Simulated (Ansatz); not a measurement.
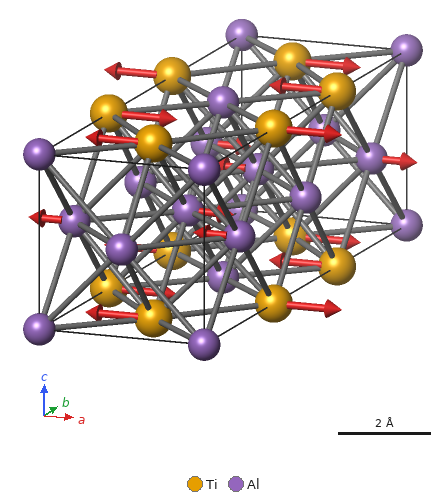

The lowest optical mode of crystalline TiAl2, space group Cmmm (No. 65), at the zone centre. The red arrows are the displacements of the atoms (eigenvector over the root of the mass), of arbitrary overall length and sign. A ball-and-stick model of the conventional cell (2 times the calculation's cell), seen slightly off an axis. Lengths and directions refer to the drawn axes.

Method: DFT LDA, scalar-relativistic, plane waves, PAW in Ansatz. Set-up: plane-wave cutoff 420 eV; k-point mesh 10 × 10 × 10; occupations fermi dirac; smearing width 0.15 eV; no spin polarisation.

The frequencies depend somewhat on the k-mesh and the smearing.

Q: Is the structure stable against all modes at this point?

A: Yes: this softest mode has a real frequency, and so have all others here. That speaks for this wave vector alone: the rest of the zone wasn't checked in this run. This is the B₁g mode at 223 cm⁻¹, the lowest optical level, Raman-active by symmetry. The Al (2a) and Al (2c) atoms stay at rest; all motion is along a; atoms of one kind move against one another, with no net shift of any sublattice; the kinetic energy is shared as Ti 82 %, Al 18 %.
